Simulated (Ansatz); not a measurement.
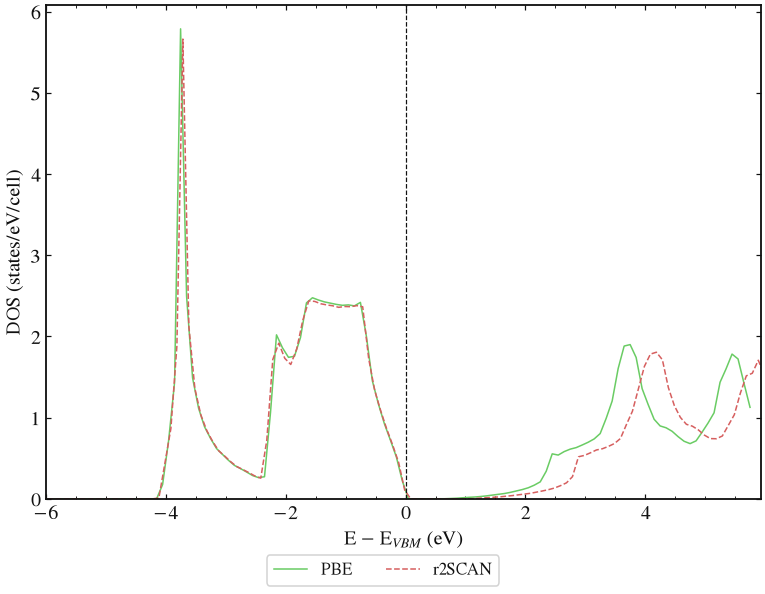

Total densities of states of CdSe, space group I-4m2 (No. 119), 2 atoms in the cell, by two methods on the same cell. Each is counted from its own valence-band top.

> How do the methods compare?

PBE gives a gap of 0.49 eV and r2SCAN gives a gap of 0.97 eV.

Settings. PBE: DFT PBE, scalar-relativistic, plane waves, PAW, no spin polarisation, 12×12×12 k mesh, 420 eV cutoff (Ansatz 0.2.0). r2SCAN: DFT r2SCAN, scalar-relativistic, plane waves, PAW, no spin polarisation, 12×12×12 k mesh, 500 eV cutoff, Gaussian smearing of 0.02 eV (Ansatz).

The structure is an invented one, so it need not be a known or stable phase. The starting guess was a poor one.
